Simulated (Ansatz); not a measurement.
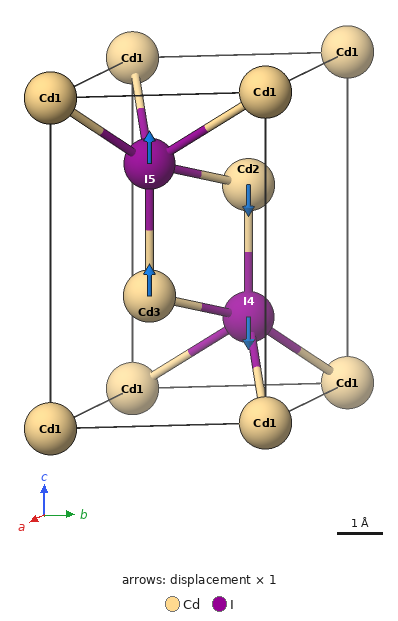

This is a relaxation of crystalline Cd3I2 (built on the A-type sesquioxide_164 type) (coarse preliminary run). The starting structure is drawn; blue arrows show the displacements (the part carried along by the change of the cell is left out), at their true length.

Style: ball-and-stick. Shown: the cell of the calculation, slightly off an axis.

Case: anti-A-type sesquioxide type (P-3m1, No. 164).

Theory: DFT PBE, scalar-relativistic, plane waves, PAW in Ansatz. Settings: plane-wave cutoff 420 eV; k-point mesh 6 × 6 × 2; occupations gaussian; smearing width 0.1 eV; no spin polarisation; cell and atoms relaxed; force threshold 0.04 eV/Å; at most 70 steps.

> What happened in the run?

The energy falls by 437 meV per atom in 15 accepted moves (17 points after the start). The largest force component goes from 0.91 to 0.032 eV/Å. Pressure: 7.77 GPa at the start and −0.27 GPa at the end. At 2 points the geometry stayed and the basis and grid were re-selected for the new cell (energy shift of 20.5 meV per atom at most each time). The largest moves relative to the cell, 0.77 Å, are those of I4 and I5. I5 goes along +c. Largest moves by element: I 0.77 Å, Cd 0.74 Å. The volume changes by +16.6 %, with a = b 4.844 → 4.482 Å (−7.5 %), c 7.536 → 10.257 Å (+36.1 %). Near-neighbour distances that change, for instance: Cd2–I4 3.014 → 4.125 Å, Cd2–I5 2.917 → 3.696 Å, Cd1–I4 3.351 → 3.122 Å. Bonds break: Cd2–I4 (3.01 → 4.13 Å), Cd3–I5 (3.01 → 4.13 Å). The space group stays P-3m1 (No. 164). The run took 74 s on 1 thread of Intel(R) Xeon(R) 6975P-C (Granite Rapids), on a shared host, peak memory 0.5 GiB.

Limits of the set-up: the k-point mesh is coarse for a cell with partly filled bands.
